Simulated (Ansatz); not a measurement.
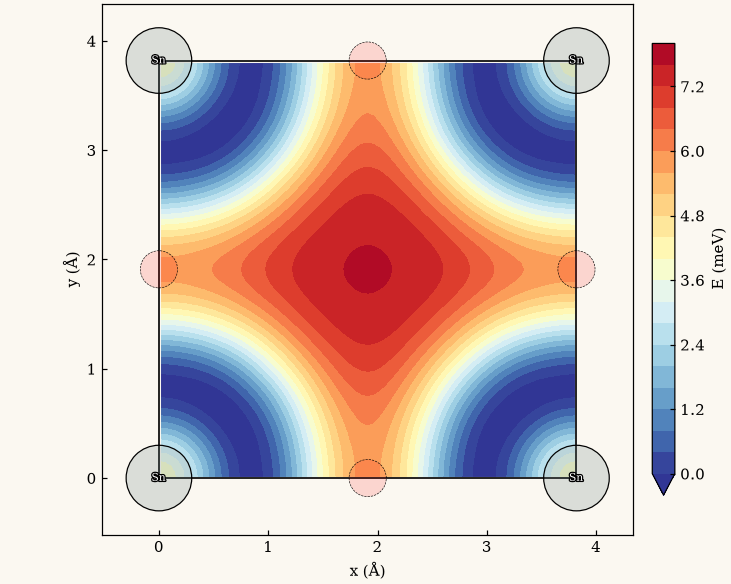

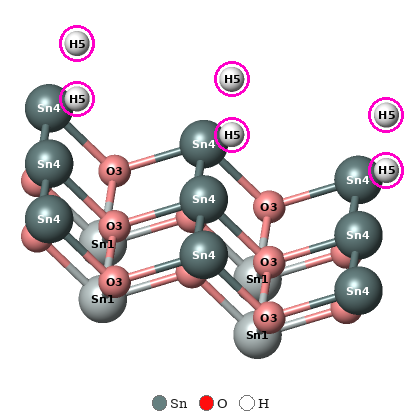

Energy landscape of H on a two-dimensional sheet of SnO (4 atoms of substrate and one adsorbate in a 1 × 1 cell). H is moved over the surface cell at a fixed height above a rigid substrate; the origin of the map has the adsorbate above Sn4; the height is held at 2.80 Å. Places are given modulo a cell vector. The map is drawn in real space over the plane of the surface. The grid has 8 × 8 points; 15 points were computed and 49 follow by symmetry. Energies: meV, counted from the lowest grid point. With one adsorbate in each 1 × 1 cell, its nearest image is 3.8 Å away, so neighbouring adsorbates interact. At a fixed height the lowest place need not be the adsorption site. Theory: Ansatz 0.2.0, DFT PBE+D3(BJ), scalar-relativistic, plane waves, PAW. Settings: cutoff 420 eV, k-mesh 7×7×1, gaussian smearing 0.05 eV, spin-polarised.

The picture shows filled contours, labelled circles for the atoms of the top layer and small ones for the second layer, the outline of one cell of the plane. Between grid points the surface is interpolated. The second picture is the structure at the lowest point; rings mark the moved atoms.

Q: Summarise what can be read from the map.

A: The lowest grid point is at (0/8, 2/8) of the cell vectors [nearest 1 Sn at 2.96 Å]. The same energy is found at (0/8, 6/8) of the cell vectors [nearest 1 Sn at 2.96 Å]; (2/8, 0/8) of the cell vectors [nearest 1 Sn at 2.96 Å]; (6/8, 0/8) of the cell vectors [nearest 1 Sn at 2.96 Å]. The highest grid point, a fourfold hollow over a third-layer Sn atom, (4/8, 4/8) of the cell vectors, lies 7.6 meV above the lowest. At the lowest point the adsorbate has 1 Sn at 2.96 Å as nearest neighbours, at the highest 4 Sn at 3.89 Å.

Time for the 15 points that were run: 9.4 min on 1 thread of Arm Neoverse V1, with other jobs on the host.

PAW datasets: the set soft_1.
